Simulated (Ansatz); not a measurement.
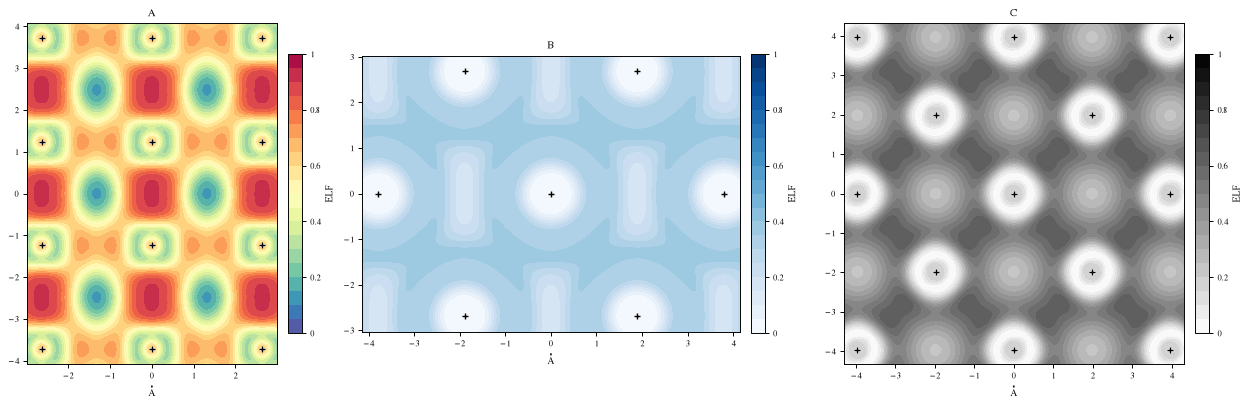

The electron localisation function of 3 systems, each on a plane through atoms (crosses mark nuclei in the plane).

Method: Ansatz, Kohn-Sham DFT of a periodic cell, PBE0, Ansatz PAW.

System 1: Sn, the (011) plane of the conventional cell. Space group Im-3m; a structure from a database of computed crystals, not necessarily the ambient phase.

System 2: Si, the (100) plane of the conventional cell. Space group P6/mmm; a structure from a database of computed crystals, not necessarily the ambient phase; computed pressure about −3 GPa in this cell.

```cif
data_structure
_symmetry_space_group_name_H-M 'P 1'
_symmetry_Int_Tables_number 1
_cell_length_a 2.6379
_cell_length_b 2.6379
_cell_length_c 2.4827
_cell_angle_alpha 90.000
_cell_angle_beta 90.000
_cell_angle_gamma 120.000
_cell_volume 14.96
loop_
_atom_site_label
_atom_site_type_symbol
_atom_site_fract_x
_atom_site_fract_y
_atom_site_fract_z
_atom_site_occupancy
Si1 Si 0.00000 0.00000 0.00000 1
```

System 3: Al, the (010) plane of the conventional cell. Space group Fm-3m; computed pressure about 4 GPa in this cell.

```cif
data_structure
_symmetry_space_group_name_H-M 'P 1'
_symmetry_Int_Tables_number 1
_cell_length_a 3.9669
_cell_length_b 3.9669
_cell_length_c 3.9669
_cell_angle_alpha 90.000
_cell_angle_beta 90.000
_cell_angle_gamma 90.000
_cell_volume 62.43
loop_
_atom_site_label
_atom_site_type_symbol
_atom_site_fract_x
_atom_site_fract_y
_atom_site_fract_z
_atom_site_occupancy
Al1 Al 0.00000 0.00000 0.00000 1
Al2 Al 0.50000 0.50000 0.00000 1
Al3 Al 0.50000 0.00000 0.50000 1
Al4 Al 0.00000 0.50000 0.50000 1
```

> Which map belongs to which system?

Panel A is system 2, Si: the plane holds Si. Si–Si (2.48 Å): the ELF peaks at about 0.90 between the atoms: a covalent bond. Panel B is system 1, Sn: the plane holds Sn. Sn–Sn (3.28 Å): the ELF is about 0.40 at the midpoint. Panel C is system 3, Al: the plane holds Al. Al–Al (2.81 Å): the ELF peaks at about 0.65 between the atoms.
